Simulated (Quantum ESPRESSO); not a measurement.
# BP (F-43m): modes at Γ and the response to a field

Aim: the zone-centre modes of BP (F-43m).

Method: DFT PBE, scalar-relativistic, plane waves, PseudoDojo norm-conserving pseudopotentials, in Quantum ESPRESSO 7.5.

## 1. The starting structure

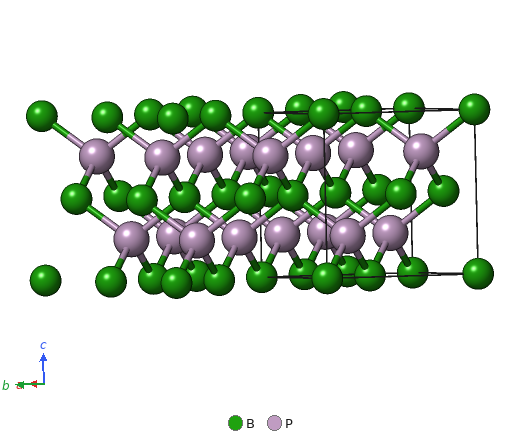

The cell as given, from a free direction (boron green, phosphorus pink). 2×2×1 cells are drawn. This picture shows the conventional cell, with its axes. Bonds to atoms that aren't drawn are left out. Some periodic images of atoms are drawn too.

## 2. A first look

Before anything dear is run, a loose run with smearing shows whether this is a metal and how far the cell is from rest.

probe.in

```
 &control
    calculation='scf',
    prefix='x',
    outdir='./tmp',
    pseudo_dir='./pseudo',
    tprnfor=.true.,
    tstress=.true.,
    verbosity='high',
 /
 &system
    ibrav=2,
    celldm(1)=8.57557715,
    nat=2,
    ntyp=2,
    ecutwfc=84.0,
    occupations='smearing',
    smearing='gaussian',
    degauss=0.01,
 /
 &electrons
    conv_thr=1.0d-07,
    mixing_beta=0.7,
    electron_maxstep=100,
 /
ATOMIC_SPECIES
 B      10.8100  B.upf
 P      30.9738  P.upf
ATOMIC_POSITIONS crystal
 B      0.000000000   0.000000000   0.000000000
 P      0.250000000   0.250000000   0.250000000
K_POINTS automatic
 6 6 6 0 0 0
```

The run is started by

```bash
> OMP_NUM_THREADS=1 mpirun -n 4 pw.x -nk 4 -in probe.in > probe.out
```

The log of the run:

```text
[banners, grids, parts of the stress and lines that vanish by symmetry left out]
Program PWSCF v.7.5
     bravais-lattice index     =            2
     lattice parameter (alat)  =       8.5756  a.u.
[...]
kinetic-energy cutoff     =      84.0000  Ry
     charge density cutoff     =     336.0000  Ry
     scf convergence threshold =      1.0E-07
[...]
Exchange-correlation= PBE
                           (   1   4   3   4   0   0   0)
[...]
24 Sym. Ops. (no inversion) found
[...]
(     0          1          0      )
                  (     0          0          1      )
[...]
(  0.0000000  1.0000000  0.0000000 )
                  (  0.0000000  0.0000000  1.0000000 )
[...]
(     1          0         -1      )
                  (     0          0         -1      )
[...]
(  0.0000000  1.0000000  0.0000000 )
[...]
(    -1          0          1      )
                  (    -1          0          0      )
[...]
(  0.0000000  0.0000000  1.0000000 )
                  (  0.0000000 -1.0000000  0.0000000 )
[...]
number of k points=    16  Gaussian smearing, width (Ry)=  0.0100
[...]
End of self-consistent calculation
[...]
the Fermi energy is     9.9114 ev
!    total energy              =     -19.79250678 Ry
[...]
convergence has been achieved in   6 iterations
[...]
atom    1 type  1   force =     0.00000000   -0.00000000    0.00000000
     atom    2 type  2   force =     0.00000000    0.00000000    0.00000000
[...]
Total force =     0.000000     Total SCF correction =     0.000000
[...]
total   stress  (Ry/bohr**3)                   (kbar)     P=       11.37
[...]
XML data file, charge density, pseudopotentials, collected wavefunctions

   JOB DONE.
```

The job ended after 2.3 s (4 MPI ranks of AMD EPYC 9R14 (Zen 4), shared host).

This step gave:

* volume per atom: 11.68 Å³
* pressure: 1.137 GPa
* gap on the k-mesh: 1.345 eV

A gap of 1.3 eV opens on this mesh, so the crystal is taken as an insulator; the start stands at 1.1 GPa.

## 3. Relaxation

The relaxation runs at a cutoff a fifth above that of the response, since stress converges more slowly with the basis than frequencies do. Forces and stress are brought to rest with tight thresholds.

relax.in

```
 &control
    calculation='vc-relax',
    prefix='x',
    outdir='./tmp',
    pseudo_dir='./pseudo',
    tprnfor=.true.,
    tstress=.true.,
    forc_conv_thr=2.0d-05,
    etot_conv_thr=1.0d-07,
    nstep=40,
 /
 &system
    ibrav=2,
    celldm(1)=8.57557715,
    nat=2,
    ntyp=2,
    ecutwfc=101,
    occupations='fixed',
    nbnd=6,
 /
 &electrons
    conv_thr=1.0d-11,
    mixing_beta=0.7,
    electron_maxstep=100,
 /
 &ions
 /
 &cell
    press_conv_thr=0.2,
 /
ATOMIC_SPECIES
 B      10.8100  B.upf
 P      30.9738  P.upf
ATOMIC_POSITIONS crystal
 B      0.000000000   0.000000000   0.000000000
 P      0.250000000   0.250000000   0.250000000
K_POINTS automatic
 10 10 10 0 0 0
```

The run is started by

```bash
> OMP_NUM_THREADS=1 mpirun -n 4 pw.x -nk 4 -in relax.in > relax.out
```

The log of the run:

```text
[banners, grids, parts of the stress and lines that vanish by symmetry left out]
[banner, memory and clock lines left out]
Program PWSCF v.7.5

[...]
kinetic-energy cutoff     =     101.0000  Ry
     charge density cutoff     =     404.0000  Ry
     scf convergence threshold =      1.0E-11
[...]
energy convergence thresh.=      1.0E-07
     force convergence thresh. =      2.0E-05
     press convergence thresh. =      2.0E-01
     Exchange-correlation= PBE
                           (   1   4   3   4   0   0   0)
[...]
24 Sym. Ops. (no inversion) found
[...]
number of k points=    47
[...]
End of self-consistent calculation
[...]
highest occupied, lowest unoccupied level (ev):     9.2399   10.4916
!    total energy              =     -19.79377445 Ry
[...]
convergence has been achieved in  10 iterations
[...]
atom    1 type  1   force =     0.00000000   -0.00000000   -0.00000000
     atom    2 type  2   force =     0.00000000   -0.00000000    0.00000000
     Total force =     0.000000     Total SCF correction =     0.000000
[...]
total   stress  (Ry/bohr**3)                   (kbar)     P=        9.99
[...]
number of bfgs steps    =   0
[...]
CELL_PARAMETERS (alat=  8.57557715)
[...]
ATOMIC_POSITIONS (crystal)
B               -0.0000000000       -0.0000000000        0.0000000000
P                0.2500000000        0.2500000000        0.2500000000
[...]
New effective cutoffs (rho, wfc):  400.18  100.64
[...]
End of self-consistent calculation
[...]
highest occupied, lowest unoccupied level (ev):     9.1709   10.4293
!    total energy              =     -19.79380626 Ry
[...]
convergence has been achieved in   7 iterations
[...]
atom    1 type  1   force =     0.00000000   -0.00000000    0.00000000
     atom    2 type  2   force =     0.00000000    0.00000000   -0.00000000
     Total force =     0.000000     Total SCF correction =     0.000000
[...]
total   stress  (Ry/bohr**3)                   (kbar)     P=        1.67
[...]
number of bfgs steps    =   1
[...]
CELL_PARAMETERS (alat=  8.57557715)
[...]
ATOMIC_POSITIONS (crystal)
B               -0.0000000000       -0.0000000000       -0.0000000000
P                0.2500000000        0.2500000000        0.2500000000
[...]
New effective cutoffs (rho, wfc):  399.91  100.57
[...]
End of self-consistent calculation
[...]
highest occupied, lowest unoccupied level (ev):     9.1570   10.4168
!    total energy              =     -19.79380719 Ry
[...]
convergence has been achieved in   7 iterations
[...]
atom    1 type  1   force =    -0.00000000   -0.00000000   -0.00000000
     atom    2 type  2   force =    -0.00000000    0.00000000   -0.00000000
     Total force =     0.000000     Total SCF correction =     0.000000
[...]
total   stress  (Ry/bohr**3)                   (kbar)     P=        0.01
[...]
number of bfgs steps    =   2
[...]
small trust_radius: resetting bfgs history
[...]
CELL_PARAMETERS (alat=  8.57557715)
[...]
ATOMIC_POSITIONS (crystal)
B                0.0000000000       -0.0000000000       -0.0000000000
P                0.2500000000        0.2500000000        0.2500000000
[...]
New effective cutoffs (rho, wfc):  399.91  100.57
[...]
End of self-consistent calculation
[...]
highest occupied, lowest unoccupied level (ev):     9.1569   10.4167
!    total energy              =     -19.79380719 Ry
[...]
convergence has been achieved in   3 iterations
[...]
atom    1 type  1   force =    -0.00000000    0.00000000   -0.00000000
     atom    2 type  2   force =     0.00000000   -0.00000000    0.00000000
     Total force =     0.000000     Total SCF correction =     0.000000
[...]
total   stress  (Ry/bohr**3)                   (kbar)     P=        0.00
[...]
bfgs converged in   4 scf cycles and   3 bfgs steps
[...]
End of BFGS Geometry Optimization
     Final enthalpy           =     -19.7938071938 Ry
     File ./tmp/x.bfgs deleted, as requested
[...]
CELL_PARAMETERS (alat=  8.57557715)
[...]
ATOMIC_POSITIONS (crystal)
B                0.0000000000       -0.0000000000       -0.0000000000
P                0.2500000000        0.2500000000        0.2500000000
[...]
Final scf calculation at the relaxed structure.
[...]
kinetic-energy cutoff     =     101.0000  Ry
     charge density cutoff     =     404.0000  Ry
     scf convergence threshold =      1.0E-13
[...]
press convergence thresh. =      2.0E-01
     Exchange-correlation= PBE
                           (   1   4   3   4   0   0   0)
[...]
24 Sym. Ops. (no inversion) found
[...]
number of k points=    47
[...]
c_bands:  1 eigenvalues not converged
     c_bands:  1 eigenvalues not converged
     c_bands:  1 eigenvalues not converged
     c_bands:  1 eigenvalues not converged
     c_bands:  1 eigenvalues not converged
     c_bands:  2 eigenvalues not converged
[...]
End of self-consistent calculation
[...]
highest occupied, lowest unoccupied level (ev):     9.1569   10.4167
!    total energy              =     -19.79380773 Ry
[...]
convergence has been achieved in  12 iterations
[...]
atom    1 type  1   force =    -0.00000000   -0.00000000    0.00000000
     atom    2 type  2   force =     0.00000000   -0.00000000    0.00000000
     Total force =     0.000000     Total SCF correction =     0.000000
[...]
total   stress  (Ry/bohr**3)                   (kbar)     P=        0.00
[...]
XML data file, charge density, pseudopotentials, collected wavefunctions
```

Run time: 15 s. Hardware: 4 MPI ranks.

Step by step:

```csv
step,energy less that of the first step (eV),largest force (eV/Å),pressure (GPa),volume (Å³)
1,0.0000,0.0000,1.00,23.36
2,-0.0004,0.0000,0.17,23.48
3,-0.0004,0.0000,0.00,23.51
4,-0.0004,0.0000,0.00,23.51
5,-0.0005,0.0000,0.00,23.51
```

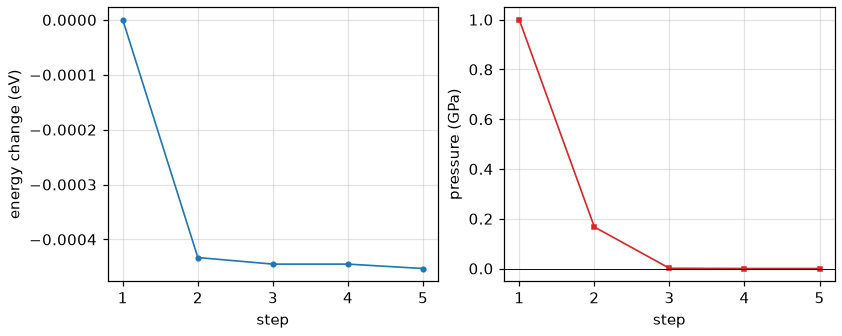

Energy and pressure along the relaxation.

| conventional cell, symmetrised | before | after | change |
| --- | --- | --- | --- |
| a (Å) | 4.538 | 4.547 | +0.2 % |
| b (Å) | 4.538 | 4.547 | +0.2 % |
| c (Å) | 4.538 | 4.547 | +0.2 % |
| volume (Å³/atom) | 11.68 | 11.75 | +0.6 % |

Final coordinates:

```xyz
2
Lattice="-2.2736 0.0000 2.2736 0.0000 2.2736 2.2736 -2.2736 2.2736 0.0000" Properties=species:S:1:pos:R:3 pbc="T T T"
B     0.0000    0.0000    0.0000
P    -1.1368    1.1368    1.1368
```

The last row of the table of steps is pw.x's closing run on a basis chosen anew for the final cell, so its energy can jump.

This step gave:

| Property | Result |
| --- | --- |
| volume per atom | 11.75 Å³ |
| pressure | 0 GPa |
| gap on the k-mesh | 1.260 eV |

The volume changes by +0.6 % from the cell with which this run began.

## 4. Self-consistent run for the response

Perturbation theory inherits every error of the wavefunctions, so the threshold is set near the limit of the arithmetic. With a gap, occupations are fixed, which also allows the response to an electric field.

scf.in

```
 &control
    calculation='scf',
    prefix='x',
    outdir='./tmp',
    pseudo_dir='./pseudo',
    tprnfor=.true.,
    tstress=.true.,
 /
 &system
    ibrav=2,
    celldm(1)=8.59309855,
    nat=2,
    ntyp=2,
    ecutwfc=84.0,
    occupations='fixed',
    nbnd=6,
 /
 &electrons
    conv_thr=1.0d-12,
    mixing_beta=0.7,
    electron_maxstep=100,
 /
ATOMIC_SPECIES
 B      10.8100  B.upf
 P      30.9738  P.upf
ATOMIC_POSITIONS crystal
 B      0.000000000   0.000000000   0.000000000
 P      0.250000000   0.250000000   0.250000000
K_POINTS automatic
 12 12 12 0 0 0
```

The run is started by

```bash
> OMP_NUM_THREADS=1 mpirun -n 4 pw.x -nk 4 -in scf.in > scf.out
```

The log of the run:

```text
[banners, grids, parts of the stress and lines that vanish by symmetry left out]
[banner, memory and clock lines left out]
Program PWSCF v.7.5

[...]
kinetic-energy cutoff     =      84.0000  Ry
     charge density cutoff     =     336.0000  Ry
     scf convergence threshold =      1.0E-12
[...]
Exchange-correlation= PBE
                           (   1   4   3   4   0   0   0)
[...]
24 Sym. Ops. (no inversion) found
[...]
number of k points=    72
[...]
c_bands:  1 eigenvalues not converged
[...]
End of self-consistent calculation
[...]
highest occupied, lowest unoccupied level (ev):     9.1568   10.4134
!    total energy              =     -19.79380742 Ry
[...]
convergence has been achieved in  12 iterations
[...]
atom    1 type  1   force =     0.00000000    0.00000000   -0.00000000
     atom    2 type  2   force =     0.00000000   -0.00000000   -0.00000000
     Total force =     0.000000     Total SCF correction =     0.000000
[...]
total   stress  (Ry/bohr**3)                   (kbar)     P=        0.02
[...]
XML data file, charge density, pseudopotentials, collected wavefunctions
```

Wall time 5.3 s (4 MPI ranks).

Read from the output:

```
pressure          : 0.002 GPa
gap on the k-mesh : 1.257 eV
```

The cell stands at 0.002 GPa, close enough for phonons.

[end of part 1 of 5]

[Host names and launcher messages were left out of these logs when they were recorded.]

[Logs are printed without paths, hosts, clocks, repeated set-up lines and the standing remarks that a program may print on its own settings, such as how far it seeks lower states.]

[Hosts, paths, dates, database ids (printed as entryN), source tags and the programs' standing remarks are cut or masked in the printed files.]
